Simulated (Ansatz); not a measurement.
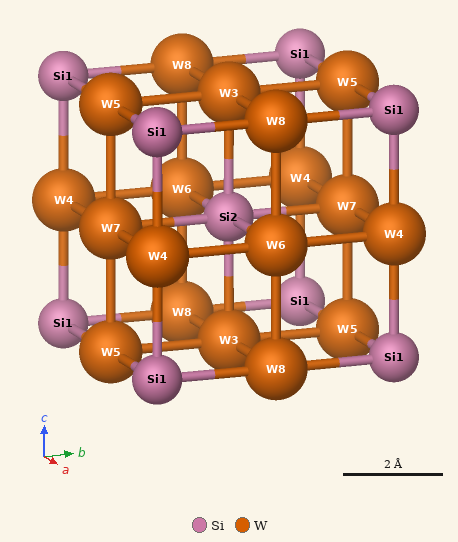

*The structure (ball-and-stick view of the cell of the calculation, seen slightly off an axis; atoms are numbered from 1 in the order of the input). An atom can appear more than once, as a periodic image.*

Near neighbours in the periodic cell (some may lie outside the picture): Si has 6 W at 2.55 to 2.61 Å; W has 2 Si at 2.55 to 2.61 Å and 4 W at 2.58 Å.

Run report: W3Si, single-point calculation

The run: single-point calculation of W3Si (8 atoms in the cell). Method and program: DFT PBEsol, scalar-relativistic, plane waves, PAW, no spin polarisation (Ansatz 0.2.0).

The structure derives from a Materials Project entry. It belongs to a series of runs on one base structure; here: mode 22 (268.8 1/cm) frozen in, largest displacement +0.025 A. Figures and captions count atoms from 1; the log counts them from 0 in places.

Input:
```yaml
crystal:
  lattice:
    - [0.0, -5.1543905733, 0.0]
    - [-5.1543905733, 0.0, 0.0]
    - [0.0, 0.0, -5.1543905733]
  atoms:
    - { symbol: Si, position: [-0.0048502339, 0.0, 0.0] }
    - { symbol: Si, position: [0.4951497661, 0.5, 0.5] }
    - { symbol: W, position: [0.4999289762, 0.5, 0.0] }
    - { symbol: W, position: [0.9999289762, 1.0, 0.5] }
    - { symbol: W, position: [0.5008830116, 0.0, 0.0] }
    - { symbol: W, position: [0.0008830116, 0.5, 0.5] }
    - { symbol: W, position: [0.4999289762, 0.0, 0.5] }
    - { symbol: W, position: [-7.10238e-05, 0.5, 0.0] }
basis:
  ecutwfc: 420
kpoints:
  mp_grid: { grid: [10, 10, 10] }
hamiltonian:
  xc: pbesol
scf:
  occupations: { method: gaussian, width: 0.15 }
output:
  forces: true
  stress: true
  eigenvalues: true
  write_density: true
  write_potential: true
  elf: true
  volumetric_format: npy
```

Machine: 2 threads of Intel Xeon @ 2.50GHz (Skylake/Cascade Lake), 189 GiB of memory available, shared host.

Launched with:
```bash
ansatz run input.yaml --threads 2 --pin off --max-ram 5120MiB --backend cpu --events-out ev --progress --plain --runs-dir out
```

Output:
```
Engine: ansatz 0.2.0, x86_64-unknown-linux-gnu
Pseudopotentials: kind: paw
Pseudopotential: Si, paw, valence charge 4, recommended cutoff 420 eV (normal), Si.paw.azcp
Pseudopotential: W, paw, valence charge 14, recommended cutoff 420 eV (normal), W.paw.azcp
Functional definition: PBEsol
  exchange = pbesol_x
  correlation = pbesol_c
Crystal: 8 atoms, lattice volume = 136.941 Å³
Basis set: ecut = 420 eV, 2721 PW (Γ), exchange–correlation on 72×72×72 points (8 copies of the dense FFT grid, shifted against one another)
Bands: 56, of which v1, the nominal top of the filled ones, is band 46 counted from 1 (45 counted from 0)
Symmetry: 16 space group operations
Space group: I4mm (ITA 107), of the structure as read, at distance tolerance 5.2e-5 Å
k-points: 126 of 1000 (time reversal used)
Non-local potential: Si, projectors of the file, l = 0: 2, l = 1: 2, l = 2: 2
Non-local potential: W, projectors of the file, l = 0: 3, l = 1: 2, l = 2: 2, l = 3: 1
PAW form: soft (Blöchl's): semilocal exchange-correlation on the pseudo side does not see the compensation charge
PAW frozen core: Si, regenerated for the run's functional, and the local potential with it (the file was generated under x = pbe(κ = 0.804, μ = 0.2195149727645171), c = pbe(β = 0.06672455060314922))
PAW frozen core: W, regenerated for the run's functional, and the local potential with it (the file was generated under x = pbe(κ = 0.804, μ = 0.2195149727645171), c = pbe(β = 0.06672455060314922))
PAW one-centre angular grid: Si, 110 points (default); XC on 64 Gauss nodes
PAW one-centre angular grid: W, 590 points (default); XC on 64 Gauss nodes
Initial density: superposition of atomic densities (neutral atoms: chi_scale 0, normalization atom), corrected by the library's trained network
Initial wavefunctions: pseudopotential atomic-orbital guess
Functional: x = pbesol(κ = 0.804, μ = 0.12345679012345678), c = pbesol(β = 0.046)
SCF iter   1: F=—  HF=-62771.501084 eV  |F-HF|=—  |Δ(HF+E_count)|=         —  Δρ=5.52e-3  dr2=2.53e-2  ethr=1.77e-3  ⟨swp⟩=5.3  Hψ=26764  notcnv=0
preconditioner: auto → Kerker (q_TF=auto, 2.553 Å⁻¹)  [metal: Δε(μ)=0.006 eV  Ē_g=4.737 eV  σ=0.150 eV  W_gap=0.02  n_scr=32 (ndim 8)  ℏωp=21.0 eV  f_vac=0.000  D(μ)=9.36/eV (n_scr^D=92)]
SCF iter   2: F=—  HF=-62771.496353 eV  |F-HF|=—  |Δ(HF+E_count)|=   4.73e-3  Δρ=3.02e-3  dr2=7.47e-3  ethr=2.75e-5  ⟨swp⟩=1.9  Hψ=12249  notcnv=0  defer=1
SCF iter   3: F=—  HF=-62771.495172 eV  |F-HF|=—  |Δ(HF+E_count)|=   1.18e-3  Δρ=2.03e-4  dr2=2.99e-5  ethr=8.12e-6  ⟨swp⟩=2.0  Hψ=9421  notcnv=0  defer=1
SCF iter   4: F=—  HF=-62771.495015 eV  |F-HF|=—  |Δ(HF+E_count)|=   1.57e-4  Δρ=4.71e-5  dr2=1.49e-6  ethr=3.25e-8  ⟨swp⟩=2.0  Hψ=12712  notcnv=0  defer=1
iter 5 did not close the SCF: its close was put off for the readings that it lacked (scf_convergence_deferred on its scf_iter line)
SCF iter   5: F=-62771.495015 eV  HF=-62771.495015 eV  |F-HF|=2.17e-9  |Δ(HF+E_count)|=   2.21e-7  Δρ=6.78e-6  dr2=3.43e-8  ethr=1.62e-9  ⟨swp⟩=2.1  Hψ=9058  notcnv=0  defer=1
SCF iter   6: F=-62771.495015 eV  HF=-62771.495015 eV  |F-HF|=2.84e-10  |Δ(HF+E_count)|=   7.56e-9  Δρ=8.65e-7  dr2=7.77e-10  ethr=3.72e-11  ⟨swp⟩=10.0  Hψ=43740  notcnv=0
SCF 1 converged in 6 iterations: F = -62771.495015 eV  dr2 = 7.77e-10
  greatest PAW one-centre occupation: 1.000 electrons in one spin orbital (limit 2), on the W atom at site 5 (counted from 0), in its partial waves of l = 0
```

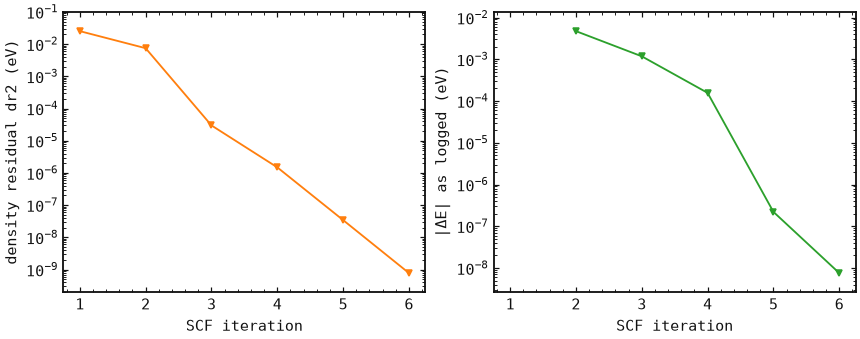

*Convergence of the self-consistent field: density residual dr2 and size of the energy change against the SCF iteration.*

The residual falls at every step.

```
SCF converged after 6 iterations
Free energy (F): -62771.495015 eV
Harris-Foulkes:  -62771.495015 eV  (|F-HF|=2.84e-10)
Internal energy: -62771.389757 eV  (E = F + TS)
E sigma→0 (E₀):  -62771.442386 eV
Entropy (-TS):   -0.105258 eV (-13.157 meV/atom)
Fermi energy:    17.222922 eV
--- Per-component energies (eV) ---
  E_band       = -817.776930
  E_kinetic    = 2780.828749
  E_local      = -5246.832814  (includes V_loc(G=0)·N_el)
  E_nonlocal   = 86.580637
  E_hartree    = 1925.267458
  E_xc         = -1694.889120
  E_vxc        = -1518.310320  (∫ρ·V_xc dr)
  E_paw        = -51617.319098  (= ΣΔE_a)
  E_vpaw       = -770.579391  (= ΣTr[D̂ρ^β])
  E_aug_tail   = -0.000371  (compensation charges beyond the density's cutoff)
  E_ewald      = -9006.419073
  E_core_change = 1.393874  (= ΣΔE_core)
  E_smearing   = -0.105258  (= −TS)
  E_closure    = -0.000000  (closes the sum)
  Σ components = -62771.495015   (vs F -62771.495015, Δ=0.00e0)
--- Forces (eV/Å), atoms counted from 1 ---
  atom   1  Si     0.00000000    -0.18733320    -0.00000000
  atom   2  Si     0.00000000    -0.18733320    -0.00000000
  atom   3  W     -0.00000000    -0.01784219    -0.00000000
  atom   4  W     -0.00000000    -0.01784219     0.00000000
  atom   5  W     -0.00000000     0.22301794     0.00000000
  atom   6  W     -0.00000000     0.22301794     0.00000000
  atom   7  W      0.00000000    -0.01784219     0.00000000
  atom   8  W      0.00000000    -0.01784219     0.00000000
  max |Σ_I F_I| component: 7.46e-7 eV/Å
--- Stress (GPa, compression-positive) ---
        0.213074       0.000000       0.000000
        0.000000       0.324108       0.000000
        0.000000      -0.000000       0.213074
  P = ⅓ Tr σ = 0.2501 GPa (2.501 kbar)
--- Band table (eV; the first three rows and the last of 126) ---
  k-point 0: bands = ["-56.6375", "-56.5734", "-56.5726", "-56.4502", "-56.4494", "-56.3908", "-21.5572", "-21.5569", "-21.5569", "-21.5128", "-21.5125", "-21.5125", "-20.8946", "-20.8946", "-20.8937", "-20.8533", "-20.8533", "-20.8524", "-20.0321", "-20.0317", "-20.0317", "-20.0259", "-20.0256", "-20.0256", "6.6777", "8.2389", "12.3486", "12.3486", "12.3498", "12.4973", "12.4974", "12.6013", "13.3155", "13.3157", "13.7673", "14.0508", "14.0508", "14.0554", "14.4476", "14.4507", "14.4507", "16.9100", "16.9204", "16.9204", "17.2355", "17.2373", "17.6795", "17.6899", "18.3820", "18.3820", "18.3821", "19.2240", "19.2240", "19.2240", "20.8999", "20.8999"]
  k-point 1: bands = ["-56.6354", "-56.5743", "-56.5698", "-56.4527", "-56.4490", "-56.3928", "-21.5554", "-21.5551", "-21.5245", "-21.5131", "-21.5128", "-21.4790", "-20.8957", "-20.8942", "-20.8933", "-20.8549", "-20.8540", "-20.8522", "-20.0712", "-20.0643", "-20.0322", "-20.0319", "-20.0263", "-20.0259", "6.7451", "8.2683", "12.3662", "12.3794", "12.3859", "12.3900", "12.6160", "12.6163", "13.3214", "13.4061", "13.8167", "13.9362", "13.9408", "14.0060", "14.3220", "14.5995", "14.5998", "16.1932", "16.9035", "16.9119", "17.2310", "17.5203", "17.6585", "18.4006", "18.4229", "18.4229", "18.4764", "19.1873", "19.1877", "19.2013", "20.7558", "20.7563"]
  k-point 2: bands = ["-56.6296", "-56.5776", "-56.5611", "-56.4615", "-56.4461", "-56.3983", "-21.5505", "-21.5502", "-21.5143", "-21.5140", "-21.4305", "-21.3812", "-20.8993", "-20.8930", "-20.8920", "-20.8593", "-20.8584", "-20.8484", "-20.1846", "-20.1753", "-20.0325", "-20.0321", "-20.0274", "-20.0271", "6.9408", "8.3348", "12.0360", "12.4762", "12.4918", "12.4997", "12.5988", "12.9081", "13.3369", "13.6556", "13.7394", "13.7454", "13.8557", "14.0213", "14.1075", "14.9151", "14.9154", "15.4281", "16.8875", "16.8955", "17.2214", "17.5798", "18.0844", "18.4553", "18.5009", "18.5027", "18.9738", "18.9743", "19.1359", "19.4876", "20.4454", "20.4459"]
  k-point 125: bands = ["-56.5132", "-56.5132", "-56.5132", "-56.5132", "-56.5121", "-56.5121", "-20.9486", "-20.9486", "-20.8592", "-20.8592", "-20.8586", "-20.8586", "-20.8277", "-20.8277", "-20.8275", "-20.8275", "-20.8275", "-20.8275", "-20.7886", "-20.7886", "-20.7881", "-20.7881", "-20.7881", "-20.7881", "9.5563", "9.5563", "11.8217", "11.8217", "11.8217", "11.8217", "11.8237", "11.8237", "15.8678", "15.8678", "15.8691", "15.8691", "15.8691", "15.8691", "16.2709", "16.2709", "16.2713", "16.2713", "16.2713", "16.2713", "16.3316", "16.3316", "17.1133", "17.1133", "17.1135", "17.1135", "18.2343", "18.2343", "18.2343", "18.2343", "18.2345", "18.2345"]
```

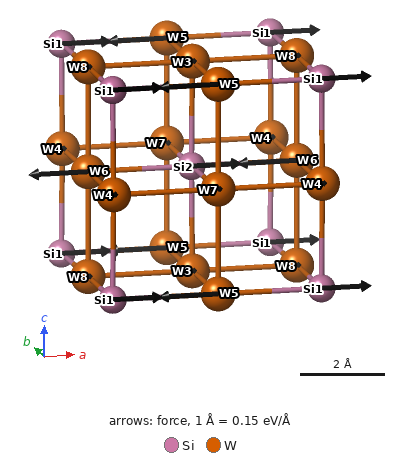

*Forces on the atoms as black arrows (ball-and-stick view of the cell of the calculation, seen slightly off an axis; atoms are numbered from 1 in the order of the input).*

The largest act on W5, W6 (0.22 eV/Å); Si1, Si2 (0.19 eV/Å). The geometry is not a stationary point of this energy.

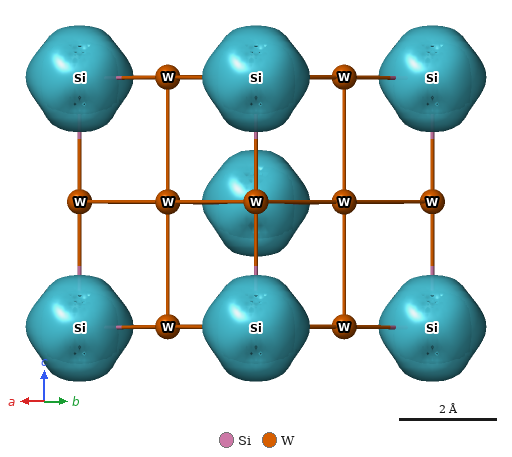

*Isosurface of the electron localisation function at 0.65 (cyan), seen along [110]. Only the valence region is drawn (cores and ρ < 0.01 e/Å³ removed). Sticks mark near contacts. The outline is the cell set on symmetry axes.*

Values along the shortest contacts: Si–W (2.55 Å): the ELF is about 0.50 at the midpoint. W–W (2.58 Å): the ELF is about 0.40 at the midpoint; no localised pair between them. In a PAW calculation such maps are meaningful between the atoms, not at the nuclei.

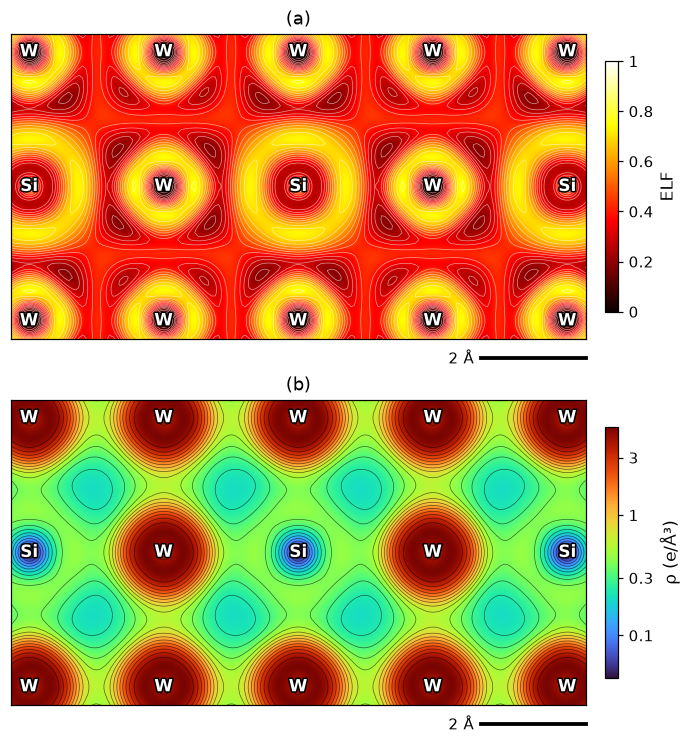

*(a) ELF; (b) valence electron density on the (001) plane of the conventional cell.*

The section cuts through Si and W sites. Si–W (2.58 Å): the density is about 0.42 e/Å³ at the midpoint; the ELF is about 0.45 at the midpoint. W–W (2.58 Å): ρ at the midpoint is about 0.57 e/Å³; the ELF is about 0.40 at the midpoint; no localised pair between them. Si–W (2.58 Å): ρ is about 0.42 e/Å³ halfway; the ELF is about 0.45 at the midpoint. Away from the nuclei the density in this plane falls to 0.2 e/Å³ at its lowest. The strong features right at W lie inside the PAW spheres (semicore, d or f shells) and say nothing about bonding.

Summary:

| quantity | value |
| --- | --- |
| outcome | converged |
| space group (tolerance 0.01 Å) | I4mm (107) |
| electrons treated | 92 |
| free energy | −62771.4950 eV |
| Fermi energy | 17.223 eV |
| gap on the k-point mesh | none (metallic) |
| pressure | 0.25 GPa |
| largest force (length of the vector) | 0.223 eV/Å |
| wall time | 86 s (CPU time 2.8 min) |
| peak memory | 0.87 GiB |

Spin–orbit coupling is left out, which matters for W.
